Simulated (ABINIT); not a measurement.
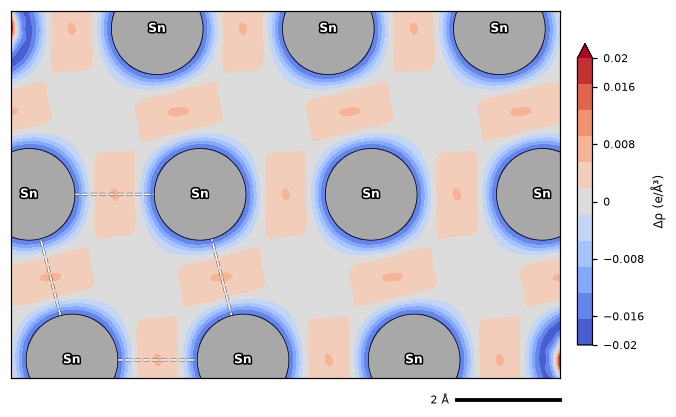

Sn. Difference of the valence pseudo-densities of two functionals at the same geometry, on the (010) plane of the calculation cell: one of LDA and r2SCAN less the other.

Space group I4/mmm; a structure from a database of computed crystals, not necessarily the ambient phase.

Both computed with ABINIT (plane waves, PAW), on the same k-point mesh. Grey discs cover the atomic cores.

Q: Which was subtracted from which, and what does the map show?

A: It is r2SCAN less LDA. Against LDA, r2SCAN gives less density around Sn (−0.010 e/Å³ on average at 1.0 Å from the nucleus) and a change of +0.006 e/Å³ at the midpoint of Sn–Sn.
